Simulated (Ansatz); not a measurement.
```
CELL_PARAMETERS angstrom
3.01094 0.00000 0.00000
-1.50547 2.60755 0.00000
0.00000 0.00000 7.31978
ATOMIC_POSITIONS crystal
Co 0.00000 0.00000 0.00000
Co 0.66667 0.33333 0.33333
Co 0.33333 0.66667 0.66667
O 0.33333 0.66667 0.16667
O 0.00000 0.00000 0.50000
O 0.66667 0.33333 0.83333
```

Space group R-3m; a structure from a database of computed crystals, not necessarily the ambient phase; spin-polarised.

Theory: Kohn-Sham DFT of a periodic cell, PBE, Ansatz PAW in Ansatz.

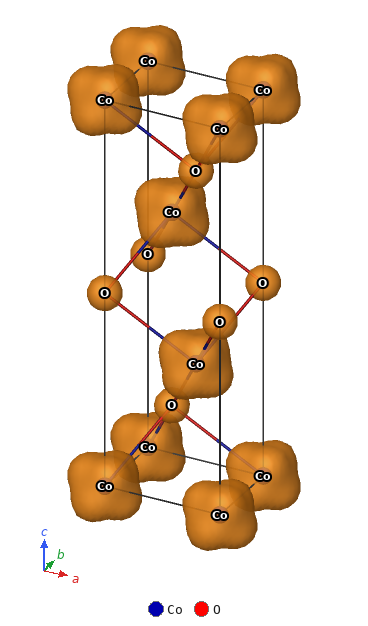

CoO. Isosurfaces of the spin density at +0.4 (orange) and −0.4 e/Å³ (purple), seen slightly off an axis. Sticks mark near contacts.

Question: Where is the spin, and how is it ordered?

Answer: The spin density sits on Co: +2.5 μB (×3) in one cell of 6 atoms, with smaller moments on other sites: O (up to +0.33 μB): parallel moments (a ferromagnetic arrangement) in this solution. The cell of the calculation (2 atoms) carries 3.0 μB of net spin moment. Only one sign reaches the isovalue.
